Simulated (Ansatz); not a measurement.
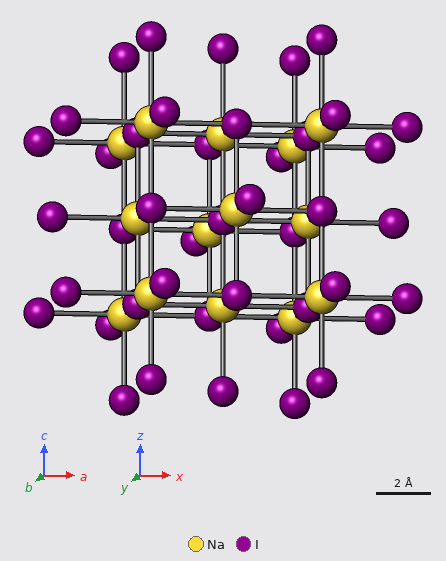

Energy scan for solid NaI (Fm-3m), in which the cell is strained equally along x and y and separately along z, with the atoms kept at their fractional coordinates. x, y and z are the Cartesian axes of the input. The picture shows the reference cell. A ball-and-stick model of the conventional cell (4 times the calculation's cell), seen along the b axis, with a slight tilt. Lengths and directions refer to the drawn axes.

Method: DFT r2SCAN, scalar-relativistic, plane waves, PAW in Ansatz. (plane-wave cutoff 500 eV; k-point mesh 6 × 6 × 6; occupations gaussian; smearing width 0.05 eV; no spin polarisation). Energies (free energies at the smearing named) are counted from the cell as listed in its source, which wasn't relaxed.

```
Na I
1.0
     0.00000    3.23640    3.23640
     3.23640    0.00000    3.23640
     3.23640    3.23640    0.00000
Na I
1 1
Direct
  0.00000 0.00000 0.00000
  0.50000 0.50000 0.50000
```

### Predict the energy profile on a grid with rows −0.030, −0.015, 0.000, 0.015, 0.030 and columns −0.030, −0.015, 0.000, 0.015, 0.030 (strain along x and y; strain along z).

Rows: strain along x and y; columns: strain along z; values in meV/atom.

```
        −0.030  −0.015  0.000  0.015  0.030
−0.030    14.4    10.1    8.0    7.6    8.6
−0.015     6.3     2.9    1.6    1.9    3.6
 0.000     3.2     0.6    0.0    1.1    3.5
 0.015     4.1     2.3    2.5    4.3    7.4
 0.030     8.4     7.4    8.3   10.8   14.6
```

In pairs of (strain along x and y; strain along z): the lowest computed point lies at (0.000, 0.000) (0.0 meV/atom), the highest at (0.030, 0.030) (14.6 meV/atom). The valley is tilted: raising the in-plane strain is made harder by raising the strain along z (cross term 0.29 of the geometric mean of the two curvatures). Over the ranges scanned the energy rises more along the first axis, the in-plane strain. The pressure runs from −1.3 GPa at (0.030, 0.030) to 1.8 GPa at (−0.030, −0.030).

As a map, interpolated between the computed points (dots):

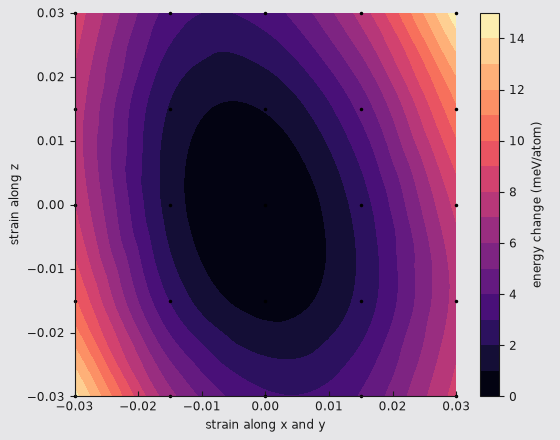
